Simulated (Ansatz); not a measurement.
**Run report: YZr7O16 (charge −1), geometry relaxation (part 3 of 3)**

Continued. System: YZr7O16 (defect cell, 24 atoms in the cell, total charge −1). Method: DFT, PBE, plane waves, PAW, no spin polarisation (Ansatz 0.2.0); cutoff 420 eV, 2×2×2 k-mesh, Methfessel–Paxton smearing of 2 eV. The structure derives from a Materials Project entry. Some settings of this run were made unusual or wrong on purpose.

Geometry of the input (Å; fractional positions):
```
-5.1158  -5.1158  0.0000
-5.1158  0.0000  -5.1158
0.0000  -5.1158  -5.1158
Y  0.5012  0.4901  0.0035
Zr 1.0018  0.4955  0.0003
Zr 0.4986  0.9988  -0.0001
Zr 0.9978  0.9949  0.0041
Zr 0.5027  0.4994  0.4993
Zr 1.0016  0.4958  0.5031
Zr 0.4987  0.9988  0.5032
Zr 1.0000  0.9973  0.5016
O  0.3878  0.3799  0.3896
O  0.8454  0.3571  0.3978
O  0.3597  0.8422  0.4000
O  0.8964  0.8960  0.3468
O  0.3847  0.3851  0.8426
O  0.8839  0.3339  0.8930
O  0.3463  0.8821  0.8860
O  0.8983  0.8945  0.8612
O  0.1460  0.1420  0.1279
O  0.5941  0.1036  0.1507
O  0.1030  0.5941  0.1507
O  0.6499  0.6432  0.1011
O  0.1451  0.1433  0.5839
O  0.6263  0.0805  0.6473
O  0.0822  0.6240  0.6467
O  0.6486  0.6459  0.6065
```

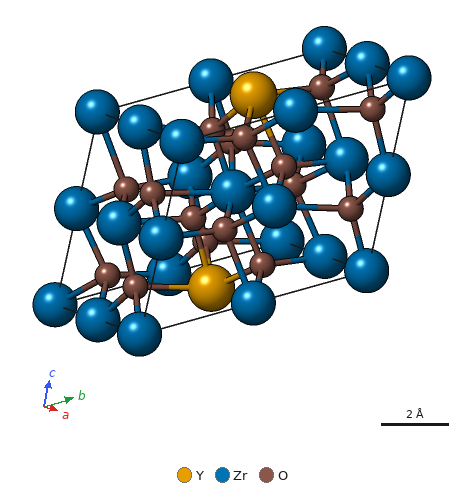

**Figure 1.** The geometry at step 4 of the log (ball-and-stick view of the cell of the calculation, seen slightly off an axis).

What went wrong

The input was spoiled on purpose: a smearing of electronvolts (`scf.occupations`). So wide a smearing fills empty bands and washes out gaps and moments. The program still converged, but the numbers can't be taken as results for the intended system. The cell is charged and computed with a neutralising background, so its energy and pressure depend on the cell and aren't those of a real crystal.
